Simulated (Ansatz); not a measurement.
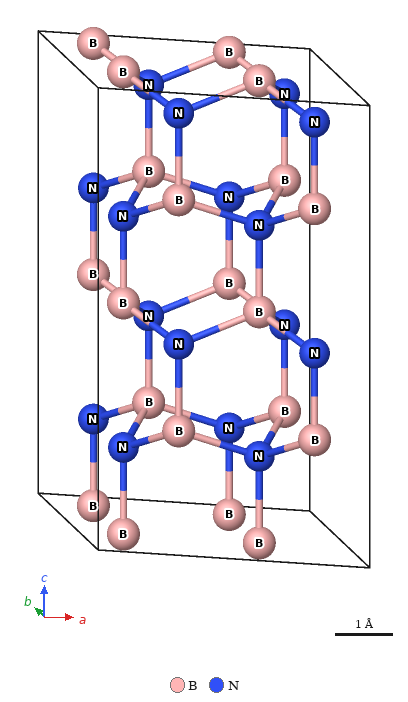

Figure 1. The starting structure (ball-and-stick view of the cell of the calculation, seen slightly off an axis).

# BN: molecular dynamics (part 1 of 4)

The run: molecular dynamics of BN (P6₃mc, 32 atoms in the cell). Method and program: DFT, PBEsol, plane waves, PAW (Ansatz 0.2.0).

The structure was built on a prototype by a generator. The run did not end well. The geometry comes from this level: r2SCAN. It belongs to a series of runs on one base structure; here: NVT, Langevin thermostat at 1300 K.

**Input**
```yaml
crystal:
  lattice:
    - [5.0879000026, 0.0, 0.0]
    - [-2.5439500013, 4.4062506542, 0.0]
    - [0.0, 0.0, 8.4156306725]
  atoms:
    - { symbol: B, position: [0.1666666667, 0.3333333333, 0.0001017324] }
    - { symbol: B, position: [0.3333333333, 0.1666666667, 0.2501017324] }
    - { symbol: "N", position: [0.1666666667, 0.3333333333, 0.1873982676] }
    - { symbol: "N", position: [0.3333333333, 0.1666666667, 0.4373982676] }
    - { symbol: B, position: [0.1666666667, 0.3333333333, 0.5001017324] }
    - { symbol: B, position: [0.3333333333, 0.1666666667, 0.7501017324] }
    - { symbol: "N", position: [0.1666666667, 0.3333333333, 0.6873982676] }
    - { symbol: "N", position: [0.3333333333, 0.1666666667, 0.9373982676] }
    - { symbol: B, position: [0.1666666667, 0.8333333333, 0.0001017324] }
    - { symbol: B, position: [0.3333333333, 0.6666666667, 0.2501017324] }
    - { symbol: "N", position: [0.1666666667, 0.8333333333, 0.1873982676] }
    - { symbol: "N", position: [0.3333333333, 0.6666666667, 0.4373982676] }
    - { symbol: B, position: [0.1666666667, 0.8333333333, 0.5001017324] }
    - { symbol: B, position: [0.3333333333, 0.6666666667, 0.7501017324] }
    - { symbol: "N", position: [0.1666666667, 0.8333333333, 0.6873982676] }
    - { symbol: "N", position: [0.3333333333, 0.6666666667, 0.9373982676] }
    - { symbol: B, position: [0.6666666667, 0.3333333333, 0.0001017324] }
    - { symbol: B, position: [0.8333333333, 0.1666666667, 0.2501017324] }
    - { symbol: "N", position: [0.6666666667, 0.3333333333, 0.1873982676] }
    - { symbol: "N", position: [0.8333333333, 0.1666666667, 0.4373982676] }
    - { symbol: B, position: [0.6666666667, 0.3333333333, 0.5001017324] }
    - { symbol: B, position: [0.8333333333, 0.1666666667, 0.7501017324] }
    - { symbol: "N", position: [0.6666666667, 0.3333333333, 0.6873982676] }
    - { symbol: "N", position: [0.8333333333, 0.1666666667, 0.9373982676] }
    - { symbol: B, position: [0.6666666667, 0.8333333333, 0.0001017324] }
    - { symbol: B, position: [0.8333333333, 0.6666666667, 0.2501017324] }
    - { symbol: "N", position: [0.6666666667, 0.8333333333, 0.1873982676] }
    - { symbol: "N", position: [0.8333333333, 0.6666666667, 0.4373982676] }
    - { symbol: B, position: [0.6666666667, 0.8333333333, 0.5001017324] }
    - { symbol: B, position: [0.8333333333, 0.6666666667, 0.7501017324] }
    - { symbol: "N", position: [0.6666666667, 0.8333333333, 0.6873982676] }
    - { symbol: "N", position: [0.8333333333, 0.6666666667, 0.9373982676] }
kpoints:
  mp_grid: { grid: [6, 6, 2] }
hamiltonian:
  xc: pbesol
scf:
  occupations: { method: fermi_dirac, width: 0.112 }
md:
  ensemble: nvt_langevin
  temperature: 1300
  timestep: 1.0
  n_steps: 20
  initial_velocities: maxwell_boltzmann
  seed: 7918
```

Machine: 4 threads of Arm Neoverse N1, 98 GiB of memory available, shared host.

Launched with:
```bash
ansatz run input.yaml --threads 4 --pin off --max-ram 3686MiB --backend cpu --events-out ev --progress --plain --runs-dir out
```

**Output**
```
Warning: md: disabling space-group detection — thermal motion breaks the input geometry's symmetry, so no spatial operation reduces the k-mesh or symmetrises the density; time reversal is kept, so that k and −k are solved as one point where they differ and the mesh holds both, and exact exchange and, on two spinor components, a DFT+U term hold to it where the run has them: on two components no moment then forms, and a state that bears one, which a typed moment (crystal.atoms[].spin; refused beside efield: under a hybrid functional) reaches, can lie lower, under hf by electronvolts; crystal.symmetry.detect: false (a key that needs symmetry detection or time reversal refuses this as the deck is read) with time_reversal: false beside it drops time reversal too
Engine: ansatz 0.2.0, aarch64-unknown-linux-gnu
Pseudopotentials: kind: paw
Pseudopotential: B, paw, valence charge 3, recommended cutoff 420 eV (normal), B.paw.azcp
Pseudopotential: N, paw, valence charge 5, recommended cutoff 420 eV (normal), N.paw.azcp
Functional definition: PBEsol
  exchange = pbesol_x
  correlation = pbesol_c
Crystal: 32 atoms, lattice volume = 188.666 Å³
Basis set: ecut = 420 eV, 3719 PW (Γ), exchange–correlation on 72×72×120 points (8 copies of the dense FFT grid, shifted against one another)
Bands: 96, of which v1, the nominal top of the filled ones, is band 64 counted from 1 (63 counted from 0)
Symmetry: 1 space group operations
k-points: 40 of 72 (time reversal used)
Non-local potential: B, projectors of the file, l = 0: 2, l = 1: 2, l = 2: 1
Non-local potential: N, projectors of the file, l = 0: 2, l = 1: 2, l = 2: 1
PAW form: soft (Blöchl's): semilocal exchange-correlation on the pseudo side does not see the compensation charge
PAW frozen core: B, regenerated for the run's functional, and the local potential with it (the file was generated under x = pbe(κ = 0.804, μ = 0.2195149727645171), c = pbe(β = 0.06672455060314922))
PAW frozen core: N, regenerated for the run's functional, and the local potential with it (the file was generated under x = pbe(κ = 0.804, μ = 0.2195149727645171), c = pbe(β = 0.06672455060314922))
PAW one-centre angular grid: B, 110 points (default); XC on 64 Gauss nodes
PAW one-centre angular grid: N, 110 points (default); XC on 64 Gauss nodes
Initial density: superposition of atomic densities (neutral atoms: chi_scale 0, normalization atom), corrected by the library's trained network
Initial wavefunctions: pseudopotential atomic-orbital guess
Functional: x = pbesol(κ = 0.804, μ = 0.12345679012345678), c = pbesol(β = 0.046)
SCF iter   1: F=—  HF=-8540.904498 eV  |F-HF|=—  |Δ(HF+E_count)|=         —  Δρ=1.17e-2  dr2=2.00e-1  ethr=1.77e-3  ⟨swp⟩=6.3  Hψ=17246  notcnv=0  defer=203
preconditioner: auto → Resta (q_TF=auto, 2.557 Å⁻¹)  ε∞=4.1  [insulator: Δε(μ)=4.868 eV  Ē_g=17.485 eV  σ=0.112 eV  W_gap=1.00  n_scr=42 (ndim 8)  ℏωp=30.6 eV  f_vac=0.000  D(μ)=0.00/eV (n_scr^D=0)  ε∞_Penn≈4.1]
SCF iter   2: F=—  HF=-8540.842834 eV  |F-HF|=—  |Δ(HF+E_count)|=   6.17e-2  Δρ=2.58e-3  dr2=9.89e-3  ethr=1.56e-4  ⟨swp⟩=2.2  Hψ=6346  notcnv=0  defer=270
SCF iter   3: F=—  HF=-8540.840835 eV  |F-HF|=—  |Δ(HF+E_count)|=   2.00e-3  Δρ=1.14e-3  dr2=1.93e-3  ethr=7.73e-6  ⟨swp⟩=2.3  Hψ=5336  notcnv=0  defer=270
SCF iter   4: F=—  HF=-8540.840387 eV  |F-HF|=—  |Δ(HF+E_count)|=   4.48e-4  Δρ=9.32e-5  dr2=1.02e-5  ethr=1.51e-6  ⟨swp⟩=2.9  Hψ=5644  notcnv=0  defer=270
SCF iter   5: F=—  HF=-8540.840266 eV  |F-HF|=—  |Δ(HF+E_count)|=   1.21e-4  Δρ=1.97e-5  dr2=3.24e-7  ethr=7.97e-9  ⟨swp⟩=2.9  Hψ=6029  notcnv=0  defer=270
SCF iter   6: F=-8540.840267 eV  HF=-8540.840267 eV  |F-HF|=5.94e-9  |Δ(HF+E_count)|=   3.99e-7  Δρ=3.82e-6  dr2=1.83e-8  ethr=2.50e-11  ⟨swp⟩=4.0  Hψ=11680  notcnv=0
SCF 1 converged in 6 iterations: F = -8540.840267 eV  dr2 = 1.83e-8
  greatest PAW one-centre occupation: 0.785 electrons in one spin orbital (limit 2), on the N atom at site 6 (counted from 0), in its partial waves of l = 0
md step     0: t =     0.00 fs  T =  1259.4 K  F+E_penalty+E_count = -8540.84026668 eV  E_kin = 5.209178 eV  (6 SCF iters)
Initial density: handed on by an earlier stage of this run
Initial wavefunctions: those handed on with the density
iter 1 solved again at ethr=3.43e-5 eV; its pass at ethr=3.10e-3 eV (dr2=4.39e-2 eV) is discarded
SCF iter   1: F=—  HF=-8540.719184 eV  |F-HF|=—  |Δ(HF+E_count)|=         —  Δρ=5.47e-3  dr2=4.42e-2  ethr=3.43e-5  ⟨swp⟩=5.4  Hψ=17588  notcnv=0  defer=33
preconditioner: auto → Resta (q_TF=auto, 2.557 Å⁻¹)  ε∞=4.0  [insulator: Δε(μ)=4.916 eV  Ē_g=17.525 eV  σ=0.112 eV  W_gap=1.00  n_scr=42 (ndim 8)  ℏωp=30.6 eV  f_vac=0.000  D(μ)=0.00/eV (n_scr^D=0)  ε∞_Penn≈4.0]
SCF iter   2: F=—  HF=-8540.707216 eV  |F-HF|=—  |Δ(HF+E_count)|=   1.20e-2  Δρ=2.65e-3  dr2=9.17e-3  ethr=3.43e-5  ⟨swp⟩=2.1  Hψ=5787  notcnv=0  defer=22
SCF iter   3: F=—  HF=-8540.704282 eV  |F-HF|=—  |Δ(HF+E_count)|=   2.93e-3  Δρ=4.99e-4  dr2=2.83e-4  ethr=7.16e-6  ⟨swp⟩=2.1  Hψ=5334  notcnv=0  defer=21
SCF iter   4: F=—  HF=-8540.704223 eV  |F-HF|=—  |Δ(HF+E_count)|=   5.85e-5  Δρ=1.27e-4  dr2=2.45e-5  ethr=2.21e-7  ⟨swp⟩=2.0  Hψ=5555  notcnv=0  defer=21
SCF iter   5: F=—  HF=-8540.704113 eV  |F-HF|=—  |Δ(HF+E_count)|=   1.10e-4  Δρ=2.43e-5  dr2=1.05e-6  ethr=1.91e-8  ⟨swp⟩=2.9  Hψ=5919  notcnv=0  defer=21
SCF iter   6: F=—  HF=-8540.704113 eV  |F-HF|=—  |Δ(HF+E_count)|=   4.03e-8  Δρ=6.87e-6  dr2=6.80e-8  ethr=8.18e-10  ⟨swp⟩=2.6  Hψ=5802  notcnv=0  defer=21
SCF iter   7: F=-8540.704113 eV  HF=-8540.704113 eV  |F-HF|=3.57e-9  |Δ(HF+E_count)|=   8.83e-9  Δρ=2.10e-6  dr2=6.21e-9  ethr=2.50e-11  ⟨swp⟩=4.0  Hψ=11161  notcnv=0
SCF 2 converged in 7 iterations: F = -8540.704113 eV  dr2 = 6.21e-9
  greatest PAW one-centre occupation: 0.786 electrons in one spin orbital (limit 2), on the N atom at site 31 (counted from 0), in its partial waves of l = 0
md step     1: t =     1.00 fs  T =  1283.9 K  F+E_penalty+E_count = -8540.70411316 eV  E_kin = 5.310490 eV  (7 SCF iters)
[... from here on the SCF iterations and repeated set-up lines of each step are left out, up to the last step ...]
SCF 3 converged in 7 iterations: F = -8540.310306 eV  dr2 = 4.60e-9
md step     2: t =     2.00 fs  T =  1166.6 K  F+E_penalty+E_count = -8540.31030573 eV  E_kin = 4.825388 eV  (7 SCF iters)
SCF 4 converged in 7 iterations: F = -8539.701680 eV  dr2 = 3.72e-9
md step     3: t =     3.00 fs  T =  1052.9 K  F+E_penalty+E_count = -8539.70167973 eV  E_kin = 4.355278 eV  (7 SCF iters)
SCF 5 converged in 7 iterations: F = -8538.946436 eV  dr2 = 2.88e-9
md step     4: t =     4.00 fs  T =   896.6 K  F+E_penalty+E_count = -8538.94643584 eV  E_kin = 3.708749 eV  (7 SCF iters)
SCF 6 converged in 5 iterations: F = -8538.139114 eV  dr2 = 1.29e-8
md step     5: t =     5.00 fs  T =   737.1 K  F+E_penalty+E_count = -8538.13911380 eV  E_kin = 3.048788 eV  (5 SCF iters)
SCF 7 converged in 5 iterations: F = -8537.356022 eV  dr2 = 2.94e-8
md step     6: t =     6.00 fs  T =   593.6 K  F+E_penalty+E_count = -8537.35602225 eV  E_kin = 2.455144 eV  (5 SCF iters)
SCF 8 converged in 5 iterations: F = -8536.696280 eV  dr2 = 1.00e-8
md step     7: t =     7.00 fs  T =   432.7 K  F+E_penalty+E_count = -8536.69627967 eV  E_kin = 1.789641 eV  (5 SCF iters)
SCF 9 converged in 5 iterations: F = -8536.224728 eV  dr2 = 1.88e-8
md step     8: t =     8.00 fs  T =   347.1 K  F+E_penalty+E_count = -8536.22472847 eV  E_kin = 1.435723 eV  (5 SCF iters)
SCF 10 converged in 5 iterations: F = -8535.952820 eV  dr2 = 1.77e-8
md step     9: t =     9.00 fs  T =   335.8 K  F+E_penalty+E_count = -8535.95281980 eV  E_kin = 1.388851 eV  (5 SCF iters)
SCF 11 converged in 7 iterations: F = -8535.921204 eV  dr2 = 1.17e-9
md step    10: t =    10.00 fs  T =   358.9 K  F+E_penalty+E_count = -8535.92120374 eV  E_kin = 1.484460 eV  (7 SCF iters)
SCF 12 converged in 5 iterations: F = -8536.122560 eV  dr2 = 1.49e-8
md step    11: t =    11.00 fs  T =   468.1 K  F+E_penalty+E_count = -8536.12255976 eV  E_kin = 1.936033 eV  (5 SCF iters)
SCF 13 converged in 5 iterations: F = -8536.449353 eV  dr2 = 1.22e-8
md step    12: t =    12.00 fs  T =   565.4 K  F+E_penalty+E_count = -8536.44935285 eV  E_kin = 2.338490 eV  (5 SCF iters)
SCF 14 converged in 5 iterations: F = -8536.790580 eV  dr2 = 1.53e-8
md step    13: t =    13.00 fs  T =   648.0 K  F+E_penalty+E_count = -8536.79058020 eV  E_kin = 2.680382 eV  (5 SCF iters)
SCF 15 converged in 5 iterations: F = -8537.093086 eV  dr2 = 2.27e-8
md step    14: t =    14.00 fs  T =   709.8 K  F+E_penalty+E_count = -8537.09308604 eV  E_kin = 2.935799 eV  (5 SCF iters)
SCF 16 converged in 5 iterations: F = -8537.343737 eV  dr2 = 2.50e-8
md step    15: t =    15.00 fs  T =   734.7 K  F+E_penalty+E_count = -8537.34373712 eV  E_kin = 3.039130 eV  (5 SCF iters)
SCF 17 converged in 5 iterations: F = -8537.527951 eV  dr2 = 1.22e-8
md step    16: t =    16.00 fs  T =   796.8 K  F+E_penalty+E_count = -8537.52795051 eV  E_kin = 3.295637 eV  (5 SCF iters)
SCF 18 converged in 5 iterations: F = -8537.629090 eV  dr2 = 1.65e-8
md step    17: t =    17.00 fs  T =   853.6 K  F+E_penalty+E_count = -8537.62908968 eV  E_kin = 3.530720 eV  (5 SCF iters)
SCF 19 converged in 5 iterations: F = -8537.650225 eV  dr2 = 9.45e-9
md step    18: t =    18.00 fs  T =   860.7 K  F+E_penalty+E_count = -8537.65022507 eV  E_kin = 3.560000 eV  (5 SCF iters)
SCF 20 converged in 5 iterations: F = -8537.626209 eV  dr2 = 1.24e-8
md step    19: t =    19.00 fs  T =   876.5 K  F+E_penalty+E_count = -8537.62620921 eV  E_kin = 3.625405 eV  (5 SCF iters)
iter 1 solved again at ethr=2.49e-5 eV; its pass at ethr=3.10e-3 eV (dr2=3.18e-2 eV) is discarded
SCF iter   1: F=—  HF=-8537.589127 eV  |F-HF|=—  |Δ(HF+E_count)|=         —  Δρ=4.70e-3  dr2=3.31e-2  ethr=2.49e-5  ⟨swp⟩=5.7  Hψ=20728  notcnv=0  defer=2
preconditioner: auto → Resta (q_TF=auto, 2.557 Å⁻¹)  ε∞=4.1  [insulator: Δε(μ)=4.632 eV  Ē_g=17.326 eV  σ=0.112 eV  W_gap=1.00  n_scr=42 (ndim 8)  ℏωp=30.6 eV  f_vac=0.000  D(μ)=0.00/eV (n_scr^D=0)  ε∞_Penn≈4.1]
SCF iter   2: F=—  HF=-8537.580030 eV  |F-HF|=—  |Δ(HF+E_count)|=   9.10e-3  Δρ=2.29e-3  dr2=7.13e-3  ethr=2.49e-5  ⟨swp⟩=2.0  Hψ=5905  notcnv=0  defer=1
SCF iter   3: F=—  HF=-8537.577647 eV  |F-HF|=—  |Δ(HF+E_count)|=   2.38e-3  Δρ=3.96e-4  dr2=1.77e-4  ethr=5.57e-6  ⟨swp⟩=2.0  Hψ=5259  notcnv=0  defer=1
SCF iter   4: F=—  HF=-8537.577612 eV  |F-HF|=—  |Δ(HF+E_count)|=   3.47e-5  Δρ=1.05e-4  dr2=1.61e-5  ethr=1.38e-7  ⟨swp⟩=2.0  Hψ=5701  notcnv=0  defer=1
SCF iter   5: F=—  HF=-8537.577427 eV  |F-HF|=—  |Δ(HF+E_count)|=   1.86e-4  Δρ=2.11e-5  dr2=7.72e-7  ethr=1.25e-8  ⟨swp⟩=2.7  Hψ=5732  notcnv=0  defer=1
SCF iter   6: F=—  HF=-8537.577427 eV  |F-HF|=—  |Δ(HF+E_count)|=   3.65e-9  Δρ=8.20e-6  dr2=1.06e-7  ethr=6.03e-10  ⟨swp⟩=2.0  Hψ=5575  notcnv=0  defer=1
SCF iter   7: F=-8537.577427 eV  HF=-8537.577427 eV  |F-HF|=8.15e-10  |Δ(HF+E_count)|=   2.38e-8  Δρ=1.60e-6  dr2=3.34e-9  ethr=2.50e-11  ⟨swp⟩=4.0  Hψ=11376  notcnv=0
SCF 21 converged in 7 iterations: F = -8537.577427 eV  dr2 = 3.34e-9
md step    20: t =    20.00 fs  T =   826.3 K  F+E_penalty+E_count = -8537.57742669 eV  E_kin = 3.417660 eV  (7 SCF iters)
```

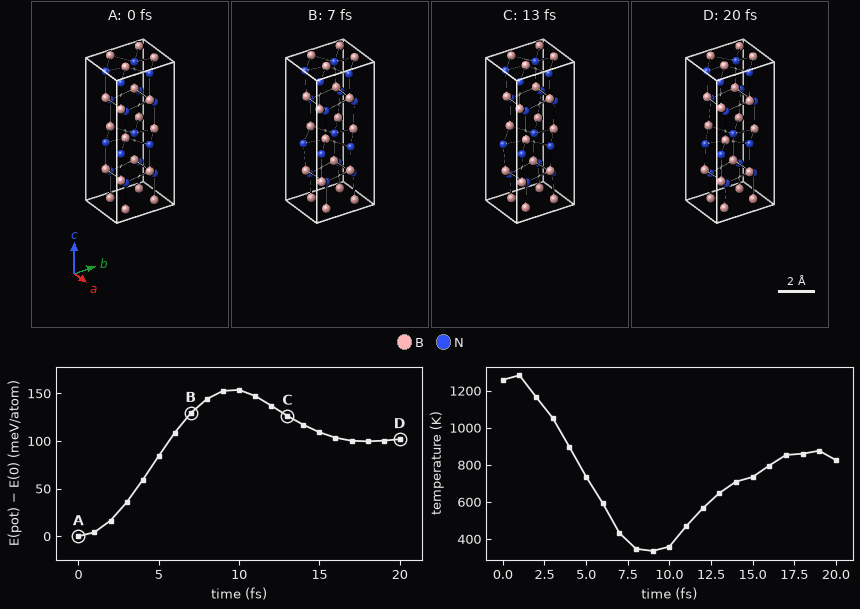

Figure 2. Frames of the molecular dynamics (ball-and-stick, simulation cell, seen slightly off an axis) above the curves, on which the letters mark them. The trajectory kept here has 21 frames over 20 fs. The temperature starts at 1259 K, ranges from 336 to 1284 K and averages 700 K over the second half. The potential energy ends 102.0 meV/atom above its first value. With the common drift removed, the root-mean-square displacement is 0.10 Å.

```
SCF converged after 7 iterations
Free energy (F): -8537.577427 eV
Harris-Foulkes:  -8537.577427 eV  (|F-HF|=8.15e-10)
Internal energy: -8537.577427 eV  (E = F + TS)
E sigma→0 (E₀):  -8537.577427 eV
Fermi energy:    13.850692 eV
--- Per-component energies (eV) ---
  E_band       = 418.412155
  E_kinetic    = 2963.759319
  E_local      = -2825.145318  (includes V_loc(G=0)·N_el)
  E_nonlocal   = 909.910735
  E_hartree    = 791.763743
  E_xc         = -1483.703649
  E_vxc        = -1852.277764  (∫ρ·V_xc dr)
  E_paw        = -3177.096773  (= ΣΔE_a)
  E_vpaw       = -361.364433  (= ΣTr[D̂ρ^β])
  E_aug_tail   = 0.001555  (compensation charges beyond the density's cutoff)
  E_ewald      = -5717.751995
  E_core_change = 0.684956  (= ΣΔE_core)
  E_smearing   = -0.000000  (= −TS)
  E_closure    = 0.000000  (closes the sum)
  Σ components = -8537.577427   (vs F -8537.577427, Δ=0.00e0)
--- Forces (eV/Å), atoms counted from 1 ---
  atom   1  B      0.88968190     0.32718840     0.83216815
  atom   2  B     -0.41960531     2.54358114    -0.68029565
  atom   3  N     -1.64955877    -0.19316371     2.60393245
  atom   4  N     -0.81394767    -0.27291208     1.35851413
  atom   5  B      1.39482659     2.82031467    -1.13709344
  atom   6  B      1.91526333    -1.08338705     0.14524401
  atom   7  N      0.96032683    -0.99571808    -1.61123618
  atom   8  N     -0.10804544    -1.06840051     0.16685454
  atom   9  B      1.80722182    -0.26754852     0.37271988
  atom  10  B     -0.00111994     0.53412657     0.36415918
  atom  11  N      0.54216688    -2.18876304     2.62542720
  atom  12  N     -1.62476782     1.34839919     0.47415403
  atom  13  B      1.33098128    -0.55933502     0.94594102
  atom  14  B      1.89692948     1.31608546     0.63303722
  atom  15  N     -0.76355200    -1.16366524    -2.47164748
  atom  16  N     -0.76353934    -2.85157347    -1.42866635
  atom  17  B     -0.06661994     1.98786711    -2.78082207
  atom  18  B     -1.94398613     1.12458347    -0.57283509
  atom  19  N     -0.53157314    -1.74994797     2.27487952
  atom  20  N     -0.87626545    -1.16402808    -0.32198842
  atom  21  B     -0.57562543    -0.02671282     3.02121947
  atom  22  B     -2.72161559    -0.96081405    -1.62716469
  atom  23  N      1.52888149    -0.53416500    -0.57017378
  atom  24  N      0.68351942     0.57595577     0.42801425
  atom  25  B     -1.04005740     1.82494548    -1.90078783
  atom  26  B      0.46872651     0.40405093     1.01695240
  atom  27  N      3.15620693    -0.22964251     0.96648381
  atom  28  N      1.23434641     0.00438726    -2.88543974
  atom  29  B     -1.41785546    -0.73056982     1.13348917
  atom  30  B     -2.33940552     1.14365653     1.42020811
  atom  31  N     -0.65280656     0.87214297    -1.49740574
  atom  32  N      0.50087482    -0.78693897    -1.29783118
  max |Σ_I F_I| component: 1.09e-5 eV/Å
--- MD trajectory: 20 steps, t = 0.0 → 20.0 fs ---
  final state: T = 826.3 K   F+E_penalty+E_count = -8537.57742669 eV   E_kin = 3.417660 eV
```
